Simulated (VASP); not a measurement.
## What a change does: geometry relaxation on SnO$_{2}$

System: SnO$_{2}$ (Fm-3m, 3 atoms in the cell).
Method of run A: DFT, LDA, plane waves, PAW (VASP 6.6.1).

The structure was built on a prototype by a generator. The geometry comes from this level: PBE. 

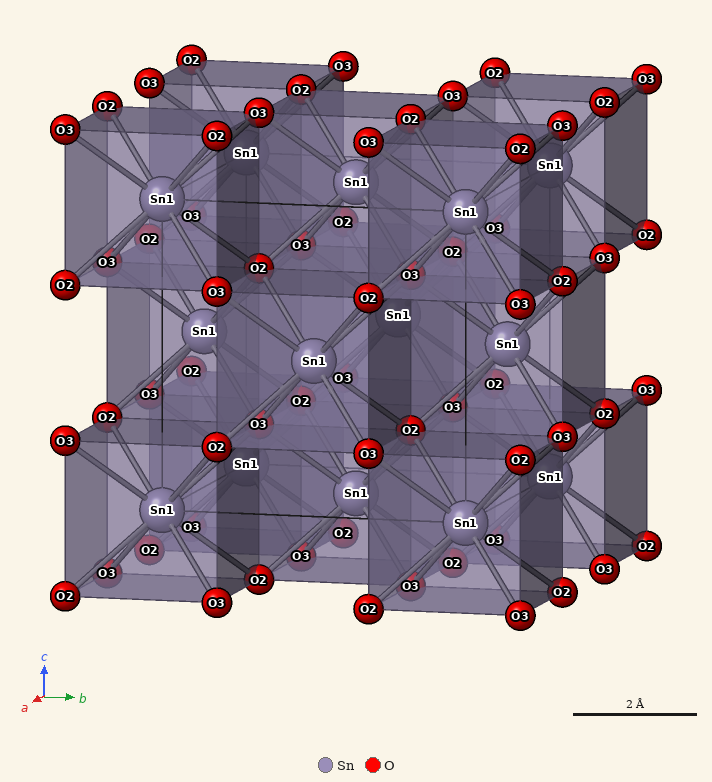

**Figure 1.** The starting structure (polyhedral view of the cell 4 times as large as that of the calculation, set on its symmetry axes, seen slightly off an axis; polyhedra are completed across the faces of the cell; atoms are numbered from 1 in the order of the input).

INCAR, run A:
```
ENCUT = 600.000000
SIGMA = 0.020000
EDIFF = 1.00e-07
EDIFFG = -5.00e-03
GGA = CA
PREC = Accurate
IBRION = 2
ISIF = 3
ISMEAR = -1
NBANDS = 20
NELM = 120
NSW = 40
LASPH = .TRUE.
LCHARG = .FALSE.
LWAVE = .FALSE.
LREAL = .FALSE.
```

KPOINTS, run A:
```
KPOINTS created by Atomic Simulation Environment
0
Gamma
8 8 8
0 0 0
```

POSCAR, run A:
```
Sn O
 1.0000000000000000
     0.0000000000000000    2.5720474696209479    2.5720474696209479
     2.5720474696209479   -0.0000000000000000    2.5720474696209479
     2.5720474696209479    2.5720474696209479   -0.0000000000000000
 Sn  O
   1   2
Cartesian
  0.0000000000000000 -0.0000000000000000 -0.0000000000000000
  1.2860237348104737  1.2860237348104737  1.2860237348104737
  3.8580712044314218  3.8580712044314218  3.8580712044314218
```

Launched with:
```bash
mpirun -np 1 vasp_std
```

Hardware: 1 CPU thread, shared host.

OSZICAR and lines of OUTCAR (run A):
```
N       E                     dE             d eps       ncg     rms          rms(c)
DAV:   1     0.257513348652E+03    0.25751E+03   -0.14714E+04  1280   0.227E+03
DAV:   2     0.366230970238E+01   -0.25385E+03   -0.23944E+03  1264   0.537E+02
DAV:   3    -0.229105301948E+02   -0.26573E+02   -0.26251E+02  1316   0.141E+02
DAV:   4    -0.236651882042E+02   -0.75466E+00   -0.75381E+00  1304   0.246E+01
DAV:   5    -0.236816777174E+02   -0.16490E-01   -0.16488E-01  1440   0.378E+00    0.108E+01
DAV:   6    -0.205745218645E+02    0.31072E+01   -0.10655E+01  1804   0.575E+01    0.407E+00
DAV:   7    -0.205577126687E+02    0.16809E-01   -0.63412E-01  1244   0.585E+00    0.193E+00
DAV:   8    -0.205184010059E+02    0.39312E-01   -0.75471E-02  1348   0.259E+00    0.348E-01
DAV:   9    -0.205146846102E+02    0.37164E-02   -0.97930E-03  1760   0.154E+00    0.697E-02
DAV:  10    -0.205147546290E+02   -0.70019E-04   -0.71279E-04  1324   0.289E-01    0.235E-02
DAV:  11    -0.205147540650E+02    0.56392E-06   -0.33283E-05  1700   0.899E-02    0.147E-02
DAV:  12    -0.205147537643E+02    0.30073E-06   -0.27027E-06  1340   0.152E-02    0.542E-03
DAV:  13    -0.205147537495E+02    0.14810E-07   -0.58980E-07  1264   0.619E-03
   1 F= -.20514754E+02 E0= -.20514753E+02  d E =-.205148E+02
[... from OUTCAR:]
   NELECT =      26.0000    total number of electrons
 E-fermi :   8.1324
  free  energy   TOTEN  =       -20.5147537495 eV
  energy  without entropy=      -20.5147530240  energy(sigma->0) =      -20.51475339
```

For run B the input was changed thus:
```diff
-GGA = CA
+GGA = PS
```

Predict how the results change.

The total energies belong to different methods, so their difference says nothing on which is more stable or more accurate. The functional changes from LDA to PBEsol. The SCF takes 14 iterations against 13.

OSZICAR and lines of OUTCAR (run B):
```
N       E                     dE             d eps       ncg     rms          rms(c)
DAV:   1     0.246419091156E+03    0.24642E+03   -0.14806E+04  1268   0.220E+03
DAV:   2     0.464190709162E+01   -0.24178E+03   -0.22920E+03  1200   0.503E+02
DAV:   3    -0.212772159404E+02   -0.25919E+02   -0.25523E+02  1340   0.139E+02
DAV:   4    -0.219679826146E+02   -0.69077E+00   -0.69006E+00  1284   0.231E+01
DAV:   5    -0.219824979532E+02   -0.14515E-01   -0.14514E-01  1500   0.352E+00    0.101E+01
DAV:   6    -0.192085974844E+02    0.27739E+01   -0.95150E+00  1800   0.549E+01    0.384E+00
DAV:   7    -0.192060262139E+02    0.25713E-02   -0.55267E-01  1244   0.530E+00    0.191E+00
DAV:   8    -0.191816693641E+02    0.24357E-01   -0.65756E-02  1316   0.234E+00    0.338E-01
DAV:   9    -0.191792370029E+02    0.24324E-02   -0.97115E-03  1812   0.145E+00    0.764E-02
DAV:  10    -0.191795475763E+02   -0.31057E-03   -0.10589E-03  1296   0.451E-01    0.220E-02
DAV:  11    -0.191795447047E+02    0.28717E-05   -0.84739E-05  1576   0.178E-01    0.158E-02
DAV:  12    -0.191795451795E+02   -0.47480E-06   -0.12603E-05  1496   0.358E-02    0.639E-03
DAV:  13    -0.191795448446E+02    0.33481E-06   -0.18313E-06  1292   0.121E-02    0.187E-03
DAV:  14    -0.191795448621E+02   -0.17444E-07   -0.12370E-07  1064   0.431E-03
   1 F= -.19179545E+02 E0= -.19179461E+02  d E =-.191795E+02
[... from OUTCAR:]
   NELECT =      26.0000    total number of electrons
 E-fermi :   7.7737
  free  energy   TOTEN  =       -19.1795448621 eV
  energy  without entropy=      -19.1793768377  energy(sigma->0) =      -19.17946085
```

The two runs side by side:

```tsv
quantity	run A	run B
outcome	converged	converged
free energy per atom (eV)	−6.8383	−6.3932
pressure (GPa)	0.07	−0.02
largest force (eV/Å)	0.000	0.000
SCF iterations	13	14
irreducible k-points	29	29
```

For run A: The volume changed by more than 5 % on the plane waves of the start, so the result carries a basis error; a second relaxation from the end is advised.
